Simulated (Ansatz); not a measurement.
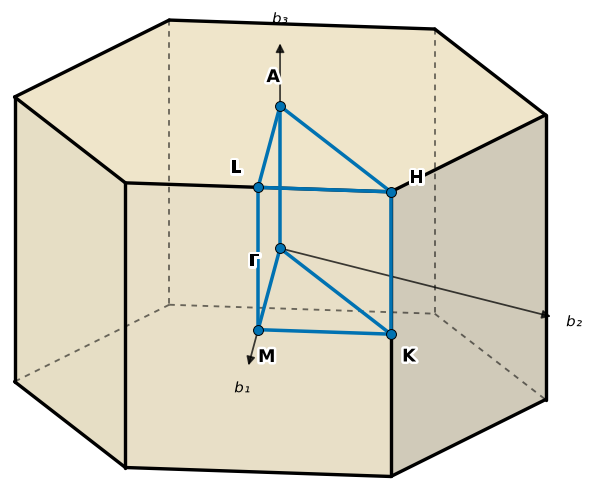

For H, the input geometry of an electronic-structure calculation (not necessarily at equilibrium): the first Brillouin zone and its special points. Symmetry computed with spglib at a tolerance of 0.002 Å; standard conventional cell.

Space group P6₃/mmc, No. 194; a = 3.840 Å, b = 3.840 Å, c = 5.047 Å, α = 90.00°, β = 90.00°, γ = 120.00°.

Labels and path follow the convention of Hinuma et al. (2017), as computed by seekpath; the arrows show the directions of the reciprocal primitive vectors b₁, b₂, b₃, in which coordinates are given; lengths include the factor 2π.

List the special points with their coordinates and distances from Γ.

| point | k₁ | k₂ | k₃ | length of k (1/Å) |
| --- | --- | --- | --- | --- |
| Γ | 0 | 0 | 0 | 0.000 |
| A | 0 | 0 | 1/2 | 0.623 |
| K | 1/3 | 1/3 | 0 | 1.091 |
| H | 1/3 | 1/3 | 1/2 | 1.256 |
| M | 1/2 | 0 | 0 | 0.945 |
| L | 1/2 | 0 | 1/2 | 1.131 |

What is the zone's volume?

(2π)³ over the primitive cell's volume of 64.45 Å³: 3.85 Å⁻³.
